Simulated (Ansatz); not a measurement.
System: Cu, space group Fm-3m (No. 225).

Starting cell:
```cif
data_structure
_symmetry_space_group_name_H-M 'P 1'
_symmetry_Int_Tables_number 1
_cell_length_a 2.5562
_cell_length_b 2.5562
_cell_length_c 2.5562
_cell_angle_alpha 60.000
_cell_angle_beta 60.000
_cell_angle_gamma 60.000
_cell_volume 11.81
loop_
_atom_site_label
_atom_site_type_symbol
_atom_site_fract_x
_atom_site_fract_y
_atom_site_fract_z
_atom_site_occupancy
Cu1 Cu 0.00000 0.00000 0.00000 1
```

How it was computed, with Ansatz 0.2.0: all-electron LAPW DFT, no spin polarisation; energies at scaled volumes of the given cell, shape and fractions fixed, counted from the fit's minimum, third-order Birch-Murnaghan fit. Level: PBEsol.

k mesh 13×13×13; occupations Fermi–Dirac; smearing width 0.05 eV; potentials all electron LAPW, scalar relativistic; program settings basis error eV/atom 0.0005.

Predict the energy and pressure against volume. The volume takes the values 11.10, 11.34, 11.57, 11.81, 12.05, 12.28, 12.52 Å³/atom.

A third-order Birch–Murnaghan fit gives V0 = 11.31 Å³/atom, B0 = 169 GPa and B′ = 5.0. The energy is 2.04 meV/atom at volume 11.10 Å³/atom and 55.77 meV/atom at 12.52 Å³/atom; the lowest computed point is at volume 11.34 Å³/atom (0.04 meV/atom). The pressure falls from 3.24 GPa at volume 11.10 Å³/atom to −13.31 GPa at 12.52 Å³/atom, and changes sign near 11.31 Å³/atom.

```json
{"volume (Å³/atom)": "11.10", "energy (meV/atom)": "2.04", "pressure (GPa)": "3.24"}
{"volume (Å³/atom)": "11.34", "energy (meV/atom)": "0.04", "pressure (GPa)": "-0.45"}
{"volume (Å³/atom)": "11.57", "energy (meV/atom)": "3.17", "pressure (GPa)": "-3.71"}
{"volume (Å³/atom)": "11.81", "energy (meV/atom)": "10.81", "pressure (GPa)": "-6.59"}
{"volume (Å³/atom)": "12.05", "energy (meV/atom)": "22.43", "pressure (GPa)": "-9.12"}
{"volume (Å³/atom)": "12.28", "energy (meV/atom)": "37.56", "pressure (GPa)": "-11.35"}
{"volume (Å³/atom)": "12.52", "energy (meV/atom)": "55.77", "pressure (GPa)": "-13.31"}
```

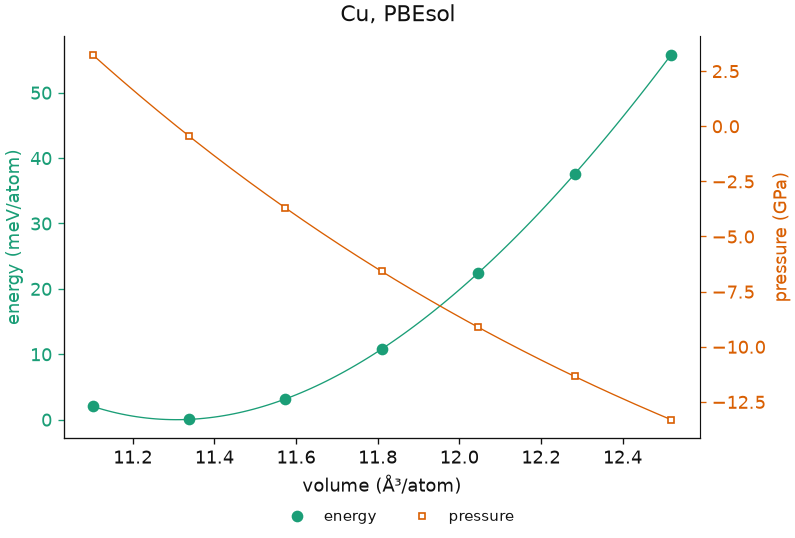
